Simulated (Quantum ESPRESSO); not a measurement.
**AlN: phonon calculation (part 1 of 2)**

- system: AlN (4 atoms in the cell)
- method: Kohn-Sham DFT of a periodic cell, LDA, PseudoDojo 0.4.1 SR LDA standard, no spin polarisation (Quantum ESPRESSO 7.5)

The structure derives from an entry of the Crystallography Open Database.

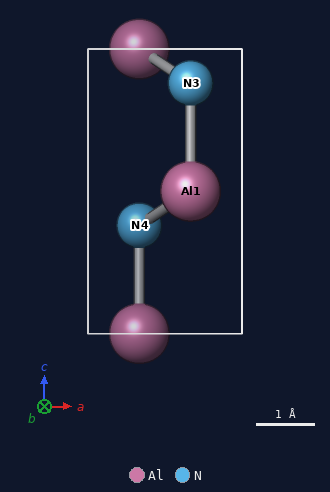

The structure (ball-and-stick view of the cell of the calculation, along the b axis; atoms are numbered from 1 in the order of the input). Near neighbours in the crystal (not all of them lie inside the picture): Al has 4 N at 1.89 Å; N has 4 Al at 1.89 Å.

## Key numbers

| quantity | value |
| --- | --- |
| outcome | converged |
| space group (tolerance 0.01 Å) | P6₃mc (186) |
| electrons treated | 16 |
| free energy | −698.9924 eV |
| Fermi energy | 9.503 eV |
| gap on the k-point mesh | 5.03 eV |
| pressure | −0.01 GPa |
| final volume | 40.59 Å³ |
| largest force (length of the vector) at the end | under 0.001 eV/Å |
| final cell | a = 3.082 Å, b = 3.082 Å, c = 4.933 Å, α = 90.00°, β = 90.00°, γ = 120.00° |
| ε∞ (xx, yy, zz) | 4.40, 4.40, 4.57 |
| Born charges (mean of the diagonal) | N3, N4 (−2.57 e); Al1, Al2 (2.56 e) |
| hardware | 1 thread of Arm Neoverse V2, 24 GiB of memory available, shared host |
| wall time | 4.6 min |
| peak memory | 0.07 GiB |

## Remarks

The record of the run, not the program, notes: SCF correction compared to forces is large.

## Input
```
&CONTROL
  calculation = 'scf'
  prefix = 'pwscf'
  outdir = './tmp'
  pseudo_dir = './pseudo'
  tprnfor = .true.
  tstress = .true.
  disk_io = 'low'
/
&SYSTEM
  ibrav = 0
  nat = 4
  ntyp = 2
  ecutwfc = 84
  nbnd = 14
  occupations = 'smearing'
  smearing = 'fd'
  degauss = 0.00367493
/
&ELECTRONS
  conv_thr = 8d-10
  electron_maxstep = 120
  mixing_beta = 0.5
/
ATOMIC_SPECIES
Al    26.9815 Al.upf
N     14.0070 N.upf
CELL_PARAMETERS angstrom
   3.1130000000    0.0000000000    0.0000000000
  -1.5565000000    2.6959370820    0.0000000000
   0.0000000000    0.0000000000    4.9810000000
ATOMIC_POSITIONS crystal
Al     0.6666666667    0.3333333333    0.5000000000
Al     0.3333333333    0.6666666667    0.0000000000
N      0.6666666667    0.3333333333    0.8800000000
N      0.3333333333    0.6666666667    0.3800000000
K_POINTS automatic
6 6 4 0 0 1
```

## File relax.in
```
&CONTROL
  calculation = 'vc-relax'
  prefix = 'pwscf'
  outdir = './tmp'
  pseudo_dir = './pseudo'
  tprnfor = .true.
  tstress = .true.
  disk_io = 'low'
  nstep = 40
  forc_conv_thr = 0.0001
  etot_conv_thr = 1d-06
/
&SYSTEM
  ibrav = 0
  nat = 4
  ntyp = 2
  ecutwfc = 84
  nbnd = 14
  occupations = 'smearing'
  smearing = 'fd'
  degauss = 0.00367493
/
&ELECTRONS
  conv_thr = 8d-10
  electron_maxstep = 120
  mixing_beta = 0.5
/
&IONS
  ion_dynamics = 'bfgs'
/
&CELL
  cell_dynamics = 'bfgs'
  press = 0
  press_conv_thr = 0.2
/
ATOMIC_SPECIES
Al    26.9815 Al.upf
N     14.0070 N.upf
CELL_PARAMETERS angstrom
   3.1130000000    0.0000000000    0.0000000000
  -1.5565000000    2.6959370820    0.0000000000
   0.0000000000    0.0000000000    4.9810000000
ATOMIC_POSITIONS crystal
Al     0.6666666667    0.3333333333    0.5000000000
Al     0.3333333333    0.6666666667    0.0000000000
N      0.6666666667    0.3333333333    0.8800000000
N      0.3333333333    0.6666666667    0.3800000000
K_POINTS automatic
6 6 4 0 0 1
```

## File scf2.in
```
&CONTROL
  calculation = 'scf'
  prefix = 'pwscf'
  outdir = './tmp'
  pseudo_dir = './pseudo'
  tprnfor = .true.
  tstress = .true.
  disk_io = 'low'
/
&SYSTEM
  ibrav = 0
  nat = 4
  ntyp = 2
  ecutwfc = 84
  nbnd = 14
  occupations = 'fixed'
/
&ELECTRONS
  conv_thr = 1d-13
  electron_maxstep = 120
  mixing_beta = 0.5
  startingpot = 'file'
  startingwfc = 'file'
/
ATOMIC_SPECIES
Al    26.9815 Al.upf
N     14.0070 N.upf
CELL_PARAMETERS angstrom
   3.0822480565    0.0000000000    0.0000000000
  -1.5411240282    2.6693051177    0.0000000000
   0.0000000000    0.0000000000    4.9329950755
ATOMIC_POSITIONS crystal
Al     0.6666666667    0.3333333333    0.4990004618
Al     0.3333333333    0.6666666667   -0.0009995382
N      0.6666666667    0.3333333333    0.8809995382
N      0.3333333333    0.6666666667    0.3809995382
K_POINTS automatic
6 6 4 0 0 1
```

## File ph.in
```
phonons of AlN
&INPUTPH
  prefix = 'pwscf'
  outdir = './tmp'
  tr2_ph = 1d-16
  fildyn = 'dyn'
  niter_ph = 60
  alpha_mix(1) = 0.7
  epsil = .true.
/
0.0000000000 0.0000000000 0.0000000000
```

## File dynmat.in
```
&INPUT
  fildyn = 'dyn'
  asr = 'crystal'
  lperm = .true.
  filout = 'dynmat.eig'
/
```

## File dynmat_lo.in
```
&INPUT
  fildyn = 'dyn'
  asr = 'crystal'
  filout = 'dynmat_lo.eig'
  q(1) = 0
  q(2) = 0
  q(3) = 1
/
```

Launched with:
```bash
OMP_NUM_THREADS=1 pw.x -in pw.in > pw.out
OMP_NUM_THREADS=1 pw.x -in relax.in > relax.out
OMP_NUM_THREADS=1 pw.x -in scf2.in > scf2.out
OMP_NUM_THREADS=1 ph.x -in ph.in > ph.out
OMP_NUM_THREADS=1 dynmat.x -in dynmat.in > dynmat.out
OMP_NUM_THREADS=1 dynmat.x -in dynmat_lo.in > dynmat_lo.out
```

## Log
```
This program is part of the open-source Quantum ESPRESSO suite
     for quantum simulation of materials; please cite
         "P. Giannozzi et al., J. Phys.:Condens. Matter 21 395502 (2009);
         "P. Giannozzi et al., J. Phys.:Condens. Matter 29 465901 (2017);
         "P. Giannozzi et al., J. Chem. Phys. 152 154105 (2020);
          URL
     in publications or presentations arising from this work. More details at

     Message from routine setup:
     using ibrav=0 with symmetry is DISCOURAGED, use correct ibrav instead

     G-vector sticks info
     --------------------
     sticks:   dense  smooth     PW     G-vecs:    dense   smooth      PW
     Sum         805     805    241                29383    29383    4685

     Using Slab Decomposition

     bravais-lattice index     =            0
     lattice parameter (alat)  =       5.8827  a.u.
     unit-cell volume          =     282.0993 (a.u.)^3
     number of atoms/cell      =            4
     number of atomic types    =            2
     number of electrons       =        16.00
     number of Kohn-Sham states=           14
     kinetic-energy cutoff     =      84.0000  Ry
     charge density cutoff     =     336.0000  Ry
     scf convergence threshold =      8.0E-10
     mixing beta               =       0.5000
     number of iterations used =            8  plain     mixing
     Exchange-correlation= SLA  PW   NOGX NOGC
                           (   1   4   0   0   0   0   0)

     celldm(1)=   5.882717  celldm(2)=   0.000000  celldm(3)=   0.000000
     celldm(4)=   0.000000  celldm(5)=   0.000000  celldm(6)=   0.000000

     crystal axes: (cart. coord. in units of alat)
               a(1) = (   1.000000   0.000000   0.000000 )
               a(2) = (  -0.500000   0.866025   0.000000 )
               a(3) = (   0.000000   0.000000   1.600064 )

     reciprocal axes: (cart. coord. in units 2 pi/alat)
               b(1) = (  1.000000  0.577350 -0.000000 )
               b(2) = (  0.000000  1.154701  0.000000 )
               b(3) = (  0.000000 -0.000000  0.624975 )

     PseudoPot. # 1 for Al read from file:
     Al.upf
     Pseudo is Norm-conserving + core correction, Zval =  3.0
     Generated using ONCVPSP code by D. R. Hamann
     Using radial grid of 1854 points,  6 beta functions with:
                l(1) =   0
                l(2) =   0
                l(3) =   1
                l(4) =   1
                l(5) =   2
                l(6) =   2

     PseudoPot. # 2 for N  read from file:
     N.upf
     Pseudo is Norm-conserving + core correction, Zval =  5.0
     Generated using ONCVPSP code by D. R. Hamann
     Using radial grid of 1058 points,  4 beta functions with:
                l(1) =   0
                l(2) =   0
                l(3) =   1
                l(4) =   1

     atomic species   valence    mass     pseudopotential
     Al                3.00    26.98150     Al( 1.00)
     N                 5.00    14.00700     N ( 1.00)

     12 Sym. Ops. (no inversion) found ( 6 have fractional translation)

   Cartesian axes

     site n.     atom                  positions (alat units)
         1        Al     tau(   1) = (   0.5000000   0.2886751   0.8000321  )
         2        Al     tau(   2) = (  -0.0000000   0.5773503   0.0000000  )
         3        N      tau(   3) = (   0.5000000   0.2886751   1.4080565  )
         4        N      tau(   4) = (  -0.0000000   0.5773503   0.6080244  )

     number of k points=    14  Fermi-Dirac smearing, width (Ry)=  0.0037
                       cart. coord. in units 2pi/alat
        k(    1) = (   0.0000000   0.0000000   0.0781219), wk =   0.0277778
        k(    2) = (   0.0000000   0.0000000   0.2343656), wk =   0.0277778
        k(    3) = (   0.0000000   0.1924501   0.0781219), wk =   0.1666667
        k(    4) = (   0.0000000   0.1924501   0.2343656), wk =   0.1666667
        k(    5) = (   0.0000000   0.3849002   0.0781219), wk =   0.1666667
        k(    6) = (   0.0000000   0.3849002   0.2343656), wk =   0.1666667
        k(    7) = (   0.0000000  -0.5773503   0.0781219), wk =   0.0833333
        k(    8) = (   0.0000000  -0.5773503   0.2343656), wk =   0.0833333
        k(    9) = (   0.1666667   0.2886751   0.0781219), wk =   0.1666667
        k(   10) = (   0.1666667   0.2886751   0.2343656), wk =   0.1666667
        k(   11) = (   0.1666667   0.4811252   0.0781219), wk =   0.3333333
        k(   12) = (   0.1666667   0.4811252   0.2343656), wk =   0.3333333
        k(   13) = (   0.3333333   0.5773503   0.0781219), wk =   0.0555556
        k(   14) = (   0.3333333   0.5773503   0.2343656), wk =   0.0555556

     Dense  grid:    29383 G-vectors     FFT dimensions: (  36,  36,  60)

     Initial potential from superposition of free atoms

     starting charge      15.9956, renormalised to      16.0000
     Starting wfcs are   16 randomized atomic wfcs

     Self-consistent Calculation

     iteration #  1     ecut=    84.00 Ry     beta= 0.50
     Davidson diagonalization with overlap
     ethr =  1.00E-02,  avg # of iterations =  4.0

     total energy              =     -51.00887193 Ry
     estimated scf accuracy    <       1.20119241 Ry

     iteration #  2     ecut=    84.00 Ry     beta= 0.50
     Davidson diagonalization with overlap
     ethr =  7.51E-03,  avg # of iterations =  2.0

     total energy              =     -51.34985059 Ry
     estimated scf accuracy    <       0.15927565 Ry

     iteration #  3     ecut=    84.00 Ry     beta= 0.50
     Davidson diagonalization with overlap
     ethr =  9.95E-04,  avg # of iterations =  1.4

     total energy              =     -51.37019869 Ry
     estimated scf accuracy    <       0.01011632 Ry

     iteration #  4     ecut=    84.00 Ry     beta= 0.50
     Davidson diagonalization with overlap
     ethr =  6.32E-05,  avg # of iterations =  5.7

     total energy              =     -51.37296909 Ry
     estimated scf accuracy    <       0.00639898 Ry

     iteration #  5     ecut=    84.00 Ry     beta= 0.50
     Davidson diagonalization with overlap
     ethr =  4.00E-05,  avg # of iterations =  1.4

     total energy              =     -51.37300066 Ry
     estimated scf accuracy    <       0.00083309 Ry

     iteration #  6     ecut=    84.00 Ry     beta= 0.50
     Davidson diagonalization with overlap
     ethr =  5.21E-06,  avg # of iterations =  4.6

     total energy              =     -51.37324148 Ry
     estimated scf accuracy    <       0.00001483 Ry

     iteration #  7     ecut=    84.00 Ry     beta= 0.50
     Davidson diagonalization with overlap
     ethr =  9.27E-08,  avg # of iterations =  2.7

     total energy              =     -51.37324223 Ry
     estimated scf accuracy    <       0.00000745 Ry

     iteration #  8     ecut=    84.00 Ry     beta= 0.50
     Davidson diagonalization with overlap
     ethr =  4.65E-08,  avg # of iterations =  1.3

     total energy              =     -51.37324251 Ry
     estimated scf accuracy    <       0.00000083 Ry

     iteration #  9     ecut=    84.00 Ry     beta= 0.50
     Davidson diagonalization with overlap
     ethr =  5.18E-09,  avg # of iterations =  2.1

     total energy              =     -51.37324269 Ry
     estimated scf accuracy    <       0.00000002 Ry

     iteration # 10     ecut=    84.00 Ry     beta= 0.50
     Davidson diagonalization with overlap
     ethr =  1.37E-10,  avg # of iterations =  3.8

     total energy              =     -51.37324270 Ry
     estimated scf accuracy    <          1.2E-09 Ry

     iteration # 11     ecut=    84.00 Ry     beta= 0.50
     Davidson diagonalization with overlap
     ethr =  7.44E-12,  avg # of iterations =  2.0

     End of self-consistent calculation

          k = 0.0000 0.0000 0.0781 (  3669 PWs)   bands (ev):

    -8.1327  -6.0977   0.9891   5.9807   5.9807   6.4445   6.5891   6.5891
    11.3333  13.3994  17.1610  17.7691  17.7691  19.2310

          k = 0.0000 0.0000 0.2344 (  3676 PWs)   bands (ev):

    -7.6626  -6.8528   2.4589   4.5648   6.1521   6.1521   6.4041   6.4041
    12.6704  13.4865  16.7848  17.5263  17.8623  17.8624

          k = 0.0000 0.1925 0.0781 (  3679 PWs)   bands (ev):
```
